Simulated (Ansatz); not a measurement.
## Electronic structure of Ga15HO24 (cell charge −1, with a compensating background) (cell with a defect) in real space

```xyz
40
Lattice="0.0000 5.8400 4.5409 -5.0576 -2.9200 4.5409 5.0576 -2.9200 4.5409" Properties=species:S:1:pos:R:3 pbc="T T T"
Ga    0.0156   -2.9681    9.3835
Ga   -2.5597    1.4591    9.3973
Ga    2.5561    1.4883    9.3661
Ga   -0.0007    0.0046    2.1659
Ga    0.0108   -2.9391    6.4869
Ga   -2.5743    1.5177    6.5293
Ga    2.5058    1.4478    6.4722
Ga    0.0020    0.0007    8.7801
Ga   -0.0161    2.7975    4.2397
Ga    2.4295   -1.3815    4.2538
Ga   -2.4592   -1.4711    4.2038
Ga   -0.0445   -0.0032   11.6863
Ga    0.0205    2.8846    7.1009
Ga    2.4939   -1.4617    7.1128
Ga   -2.5198   -1.4582    7.1105
O    -1.0166    1.4431    7.9395
O     4.0608    1.4283    7.9282
O     1.6055    0.0143    3.2959
O     1.5491   -2.9485    7.9869
O    -0.7442   -1.5705    7.8976
O    -0.8290    1.3896    3.2839
O     1.7743    2.8101    7.9764
O    -3.3177    2.7867    7.9348
O     1.7419    0.1526    7.9242
O    -3.3039    0.1294    7.9369
O    -0.7873   -4.2357    7.9340
O    -0.7973   -1.4246    3.3017
O     1.0923   -1.5539    5.7344
O    -4.0213   -1.4615    5.6717
O    -1.5364    0.0079   10.2145
O    -1.5756    2.8920    5.6200
O     0.7700    1.6974    5.7167
O     0.7477   -1.3418   10.2036
O    -1.7217   -2.7780    5.6144
O     3.3349   -2.8052    5.6713
O    -1.7727   -0.0886    5.6789
O     3.2857   -0.0880    5.5977
O     0.7562    4.2808    5.6599
O     0.7752    1.3039   10.2138
H    -0.7991    0.0320    5.5985
```

Spin-polarised.

Theory: DFT PBE, scalar-relativistic, plane waves, PAW in Ansatz 0.2.0.

In a PAW calculation such maps are meaningful between the atoms, not at the nuclei.

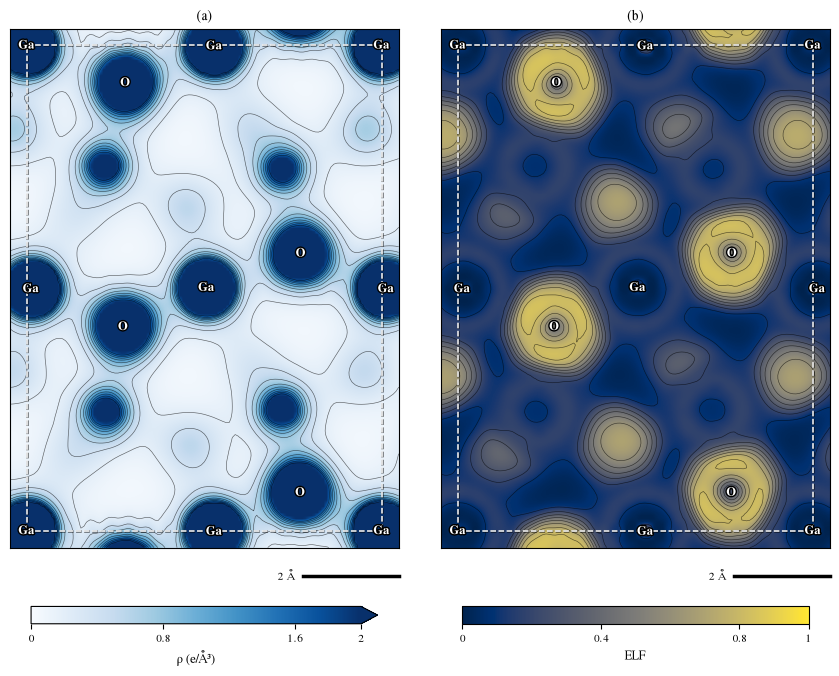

Figure 1. (a) valence pseudo-density; (b) ELF on the (110) plane of the calculation cell.

Question: What does the map show?

Answer:
- The section cuts through Ga and O sites.
- Atoms just off the plane (Ga, 0.5 Å away and O, 0.8 Å away) can leave unmarked features too.
- Ga–O (1.88 Å): the density is about 0.76 e/Å³ at the midpoint; the ELF peaks at about 0.85 in the valence shell of O, 0.6 Å from its nucleus, and is about 0.35 at the midpoint.
- Ga–O (2.01 Å): ρ at the midpoint is about 0.57 e/Å³; the ELF peaks at about 0.85 in the valence shell of O, 0.6 Å from its nucleus, and is about 0.30 at the midpoint.
- Between the atoms the lowest density in this plane is 0.05 e/Å³.

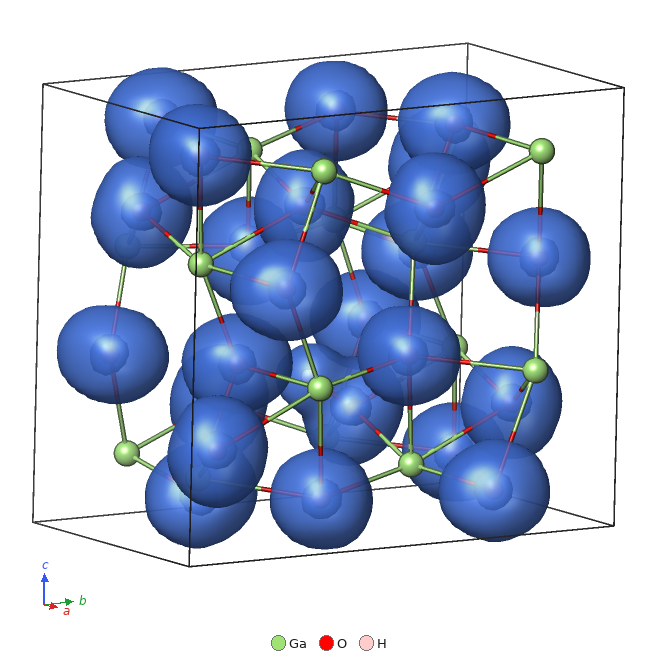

Figure 2. Isosurface of the ELF at 0.65 (blue), seen slightly off an axis. Core shells and regions of very low density are left out. Sticks mark near contacts.

Question: Describe the localisation domains.

Answer: The surface consists of 23 regions wrapped around O (the valence shell of each) and one joined region spread over several atoms (H, O), in which their bonds and any lone pairs are merged, counted in one cell of 40 atoms. Regions shared between cells count once.


O–H (0.98 Å): the ELF climbs to about 1 towards the hydrogen, as it does in any bond to H; a covalent bond by its length. Ga–O (1.87 Å): the ELF peaks at about 0.80 in the valence shell of O, 0.6 Å from its nucleus, and is about 0.40 at the midpoint.
